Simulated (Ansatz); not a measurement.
Input structure:

```
Zr S
1.0
     3.68521    0.00000    0.00000
    -1.84260    3.19148    0.00000
     0.00000    0.00000    6.75791
Zr S
1 2
Cartesian
  0.0000 0.0000 0.0000
  1.8426 1.0638 5.3096
  0.0000 2.1277 1.4483
```

**Summarise the structure in words.**

The stoichiometry is ZrS₂. It is primitive hexagonal, space group P-3m1 (No. 164). The structure type is cadmium iodide (CdI₂, 1T) type. Content of the cell: 1 Zr, 2 S (Z = 1). Each Zr atom is coordinated by six S in an octahedral arrangement at 2.57 Å. About every S there are three Zr in a trigonal pyramidal arrangement at 2.57 Å. Not all metal-metal contacts are counted. The bonds build ZrS2 layers parallel to (001).

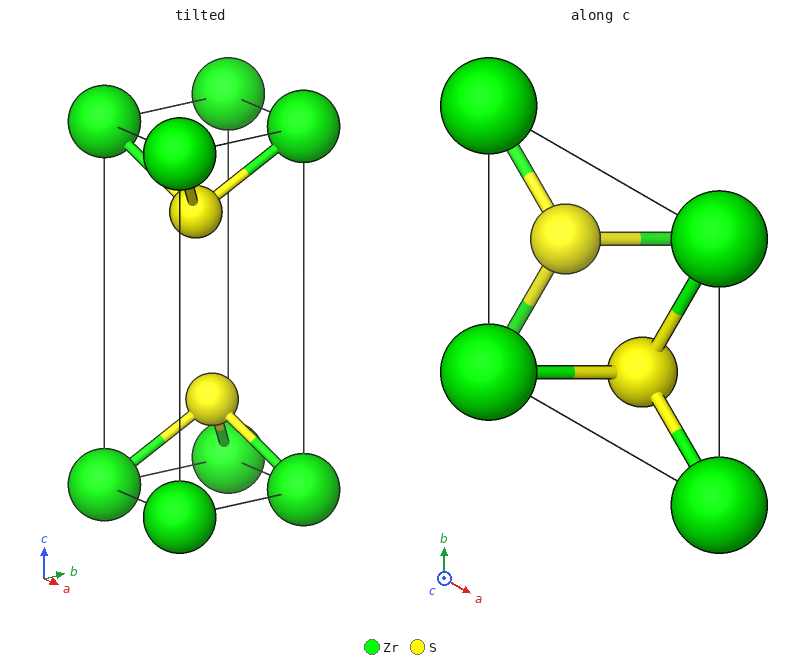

A ball-and-stick picture of a crystal structure, seen slightly off an axis and along the c axis. The frame is the conventional unit cell; atoms at its boundary are shown with their periodic copies.

The structure comes from a structure listed in the Materials Project, with elements exchanged, so it need not be a known form of the compound. The geometry was optimised with DFT PBE, scalar-relativistic, plane waves, PAW (Ansatz 0.2.0).
